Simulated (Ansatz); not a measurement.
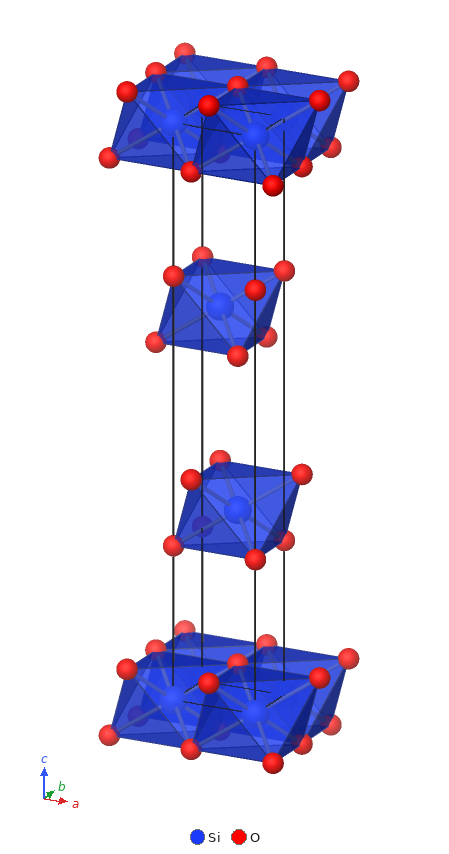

Polyhedral drawing of the structure, looking slightly off an axis. The outline marks the conventional unit cell. Some neighbours outside the box are added. Cell: a = 2.69 Å, b = 2.69 Å, c = 13.71 Å, α = 90.00°, β = 90.00°, γ = 120.00°.

The structure was taken from a structure type filled with these elements by a generator (whether the compound takes this form wasn't checked). Earlier steps of the study may have refined or changed the cell and positions. It was the input of a calculation with Ansatz.

### Explain the picture.

The solid is SiO$_{2}$. It is rhombohedral (trigonal R), space group R-3m (No. 166). Prototype: cadmium chloride (CdCl₂) type. Content of the cell: 3 Si, 6 O (Z = 3). The polyhedra are SiO6 octahedra; they share edges. Si is linked to six O in a distorted octahedral arrangement at about 1.8 Å. The O atoms are each bonded to three Si in a trigonal pyramidal arrangement at about 1.8 Å.

Level of theory and settings: DFT PBE+D3(BJ), scalar-relativistic, plane waves, PAW (Ansatz 0.2.0), a kinetic-energy cutoff of 420 eV, k-points about 0.23 Å⁻¹ apart, Gaussian smearing of 0.02 eV, no spin polarisation.

### What is the electronic character?

An insulator at this level, with a gap of 6.16 eV, indirect.

### List the Bader charges.

Si +3.24 e; O -1.62 e.

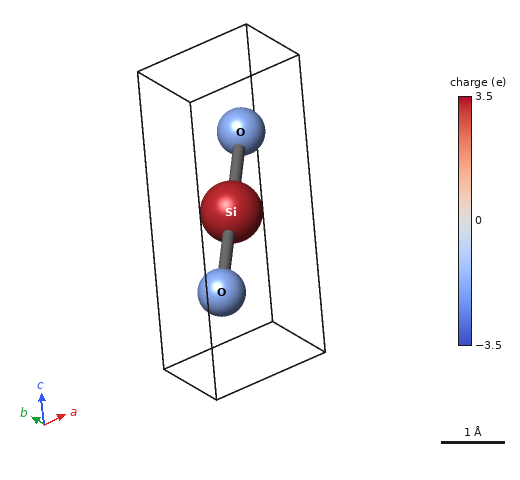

The atoms coloured by those charges. The run's cell of 3 atoms is drawn in a reduced setting, so axes and origin can differ from the first picture.

### Is this the optimised geometry for these settings?

Yes. All forces vanish to within 0.01 eV/Å. The pressure is 0.0 GPa, close to zero.
